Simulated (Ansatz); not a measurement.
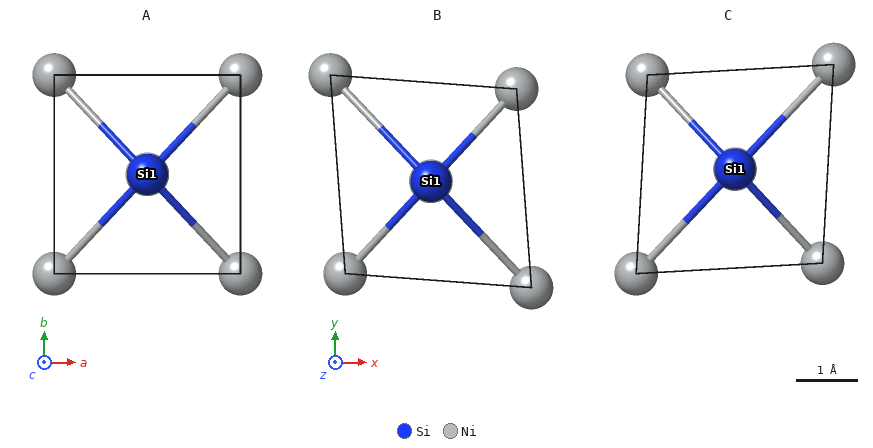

Crystalline SiNi (Pmmn): the cell is strained in shear in the xy plane, with the atoms kept at their fractional coordinates. x, y and z are the Cartesian axes of the input. The picture is a ball-and-stick view of the cell of the calculation, seen along the c axis.

The calculation used Ansatz 0.2.0, DFT PBE, scalar-relativistic, plane waves, PAW. (plane-wave cutoff 420 eV; k-point mesh 16 × 14 × 10; occupations gaussian; smearing width 0.15 eV; no spin polarisation). Energies (free energies at the smearing named) are counted from the relaxed crystal.

Question: Rank the frames from lowest to highest energy.

Answer: Lowest first: A (the strain 0.00, 0.0 meV/atom), C (the strain 0.1125, 53.7 meV/atom), B (the strain −0.15, 96.9 meV/atom). Over the whole scan: the lowest computed point lies at the strain 0.00 (0.0 meV/atom). The end points stand at 96.9 meV/atom (−0.15) and 96.9 meV/atom (0.15). The distortion takes the space group from Pmmn to P2/c. At the strain −0.15 the cell of the drawing goes a 3.055 → 3.064 Å, b 3.258 → 3.267 Å, γ 90.0° → 98.6°.

Limits of the set-up: an element that often carries a moment was run without spin polarisation.
